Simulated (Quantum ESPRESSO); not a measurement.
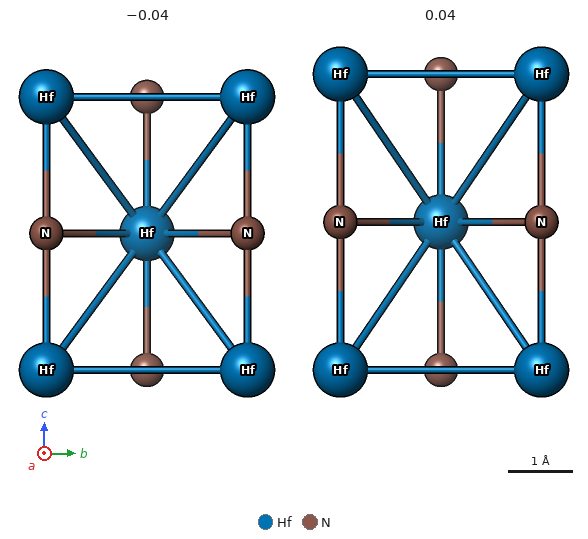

Crystalline HfN (set up in I4/mmm), held at several strains, with the atoms relaxed (per unit of the tabulated number the cell is strained by 1.0 along c). The picture shows the first and the last member. Style: ball-and-stick. Shown: the conventional cell (2 times the calculation's cell), along the a axis. Lengths and directions refer to the drawn axes.

Computed with Quantum ESPRESSO 7.5: PBEsol, GBRV 1.5 PBEsol. (plane-wave cutoff 612.3 eV; k-point mesh 10 × 10 × 10; occupations fermi-dirac; smearing width 0.05 eV; no spin polarisation)

```tsv
strain	energy (meV/atom)
−0.04	32.46
−0.02	5.34
−0.01	0.33
0	0.00
0.01	3.77
0.02	?
0.04	35.98
```

### One row is withheld. What does the calculation give there?

A parabola through three neighbouring rows (0, 0.01, 0.04) gives, with Lagrange weights, (−0.5000)(0.00) + (1.3333)(3.77) + (0.1667)(35.98) = 11.02 meV/atom. The calculation gives 11.24 meV/atom. The estimate is 0.22 meV/atom too low. From the first member to the last: Hf–N 2.166 → 2.346 Å, Hf–Hf 3.127 → 3.255 Å.

The whole series:

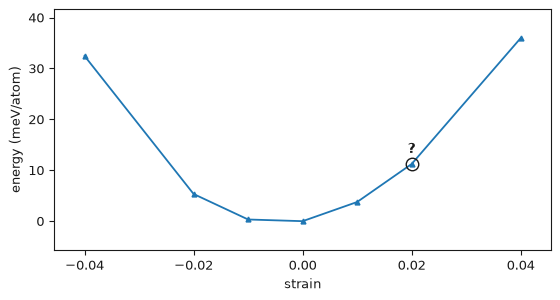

Each member starts from this one structure; whether another phase lies lower wasn't checked.
